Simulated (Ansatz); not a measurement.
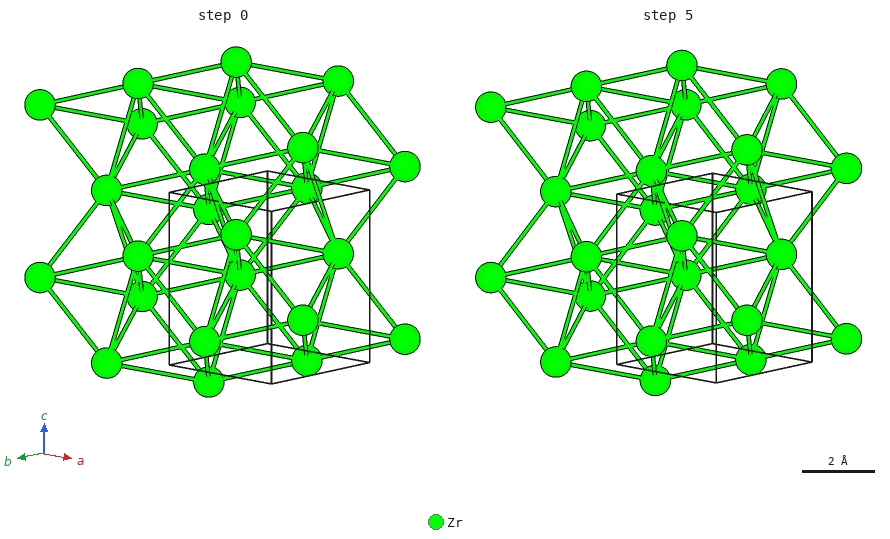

The structure of solid Zr (built on the hcp type) before (left) and after (right) a relaxation, at one scale.

The picture is a ball-and-stick view of the cell of the calculation, repeated 2 × 3 × 2 with one cell outlined, seen from a free direction.

The calculation used Ansatz 0.2.0, DFT LDA, scalar-relativistic, plane waves, PAW. (plane-wave cutoff 600 eV; k-point mesh 16 × 16 × 8; occupations gaussian; smearing width 0.05 eV; no spin polarisation; cell and atoms relaxed; force threshold 0.01 eV/Å; at most 60 steps)

Question: Describe what moved and what it gained.

Answer: The energy falls by 28.5 meV per atom in 3 accepted moves (5 points after the start). All forces vanish by symmetry, so only the cell relaxes. The pressure goes from −5.97 to 0.03 GPa. The line search rejected the trial step at point 1 of the run. The SCF was repeated once at an unchanged geometry on a basis and grid sized afresh for the cell, which shifted the energy by less than 0.05 meV per atom at most. No atom moves by more than 0.005 Å relative to the cell. The drawn cell changes as follows: a = b 3.230 → 3.147 Å (−2.6 %), c 5.145 → 5.079 Å (−1.3 %); the volume changes by −6.3 %. Near-neighbour distances that change, for instance: Zr–Zr 3.230 → 3.147 Å, Zr–Zr 3.177 → 3.123 Å. The space group stays P6_3/mmc (No. 194).
